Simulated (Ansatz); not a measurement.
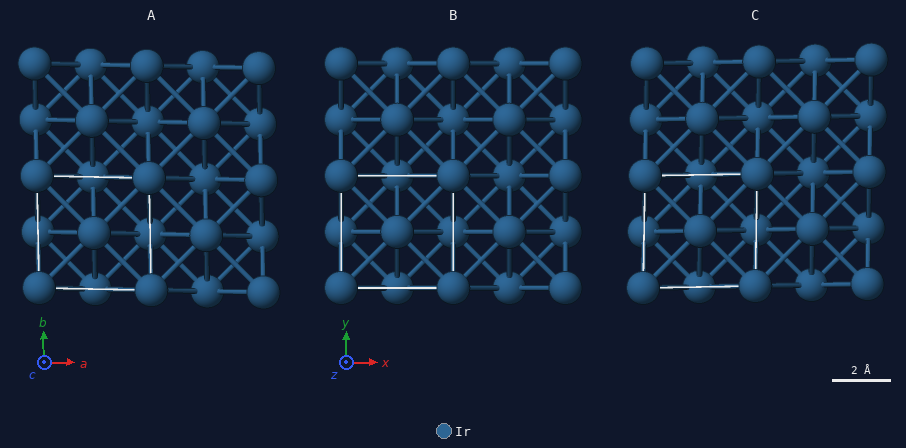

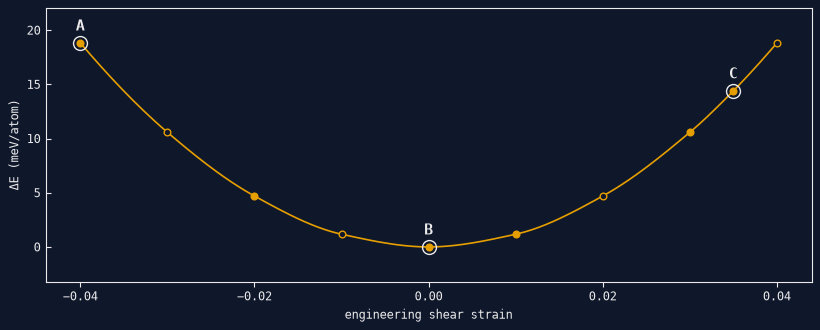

A scan of solid Ir (Fm-3m): the cell is strained in shear in the xy plane, with the atoms kept at their fractional coordinates. x, y and z are the Cartesian axes of the input. The lettered frames are marked on the plot. Hollow markers are points alike by symmetry, not computed again. Style: ball-and-stick. Shown: the conventional cell (4 times the calculation's cell), repeated 2 × 2 × 1 with one cell outlined, along the c axis. Lengths and directions refer to the drawn axes.

Level of theory: DFT PBE, scalar-relativistic, plane waves, PAW (Ansatz 0.2.0). (plane-wave cutoff 420 eV; k-point mesh 26 × 26 × 26; occupations gaussian; smearing width 0.15 eV; no spin polarisation). Energies (free energies at the smearing named) are counted from the relaxed crystal.

Read off the main features of the energy profile.

Answer. The lowest computed point lies at the strain 0.00 (0.0 meV/atom). At the ends of the scan the energy is 18.8 meV/atom (−0.04) and 18.8 meV/atom (0.04). The curvature at zero strain, (1/V) d²E/dε², is about 260 GPa; it is C₆₆ with clamped ions. The distortion takes the space group from Fm-3m to Immm. At the strain −0.04 the cell of the drawing goes a 3.871 → 3.871 Å, b 3.871 → 3.871 Å, γ 90.0° → 92.3°.

The computed points:

| engineering shear strain | ΔE (meV/atom) |
| --- | --- |
| −0.040 | 18.8 |
| −0.030 | 10.6 |
| −0.020 | 4.7 |
| −0.010 | 1.2 |
| 0.000 | 0.0 |
| 0.010 | 1.2 |
| 0.020 | 4.7 |
| 0.030 | 10.6 |
| 0.035 | 14.4 |
| 0.040 | 18.8 |

Points that are alike by symmetry were computed once.
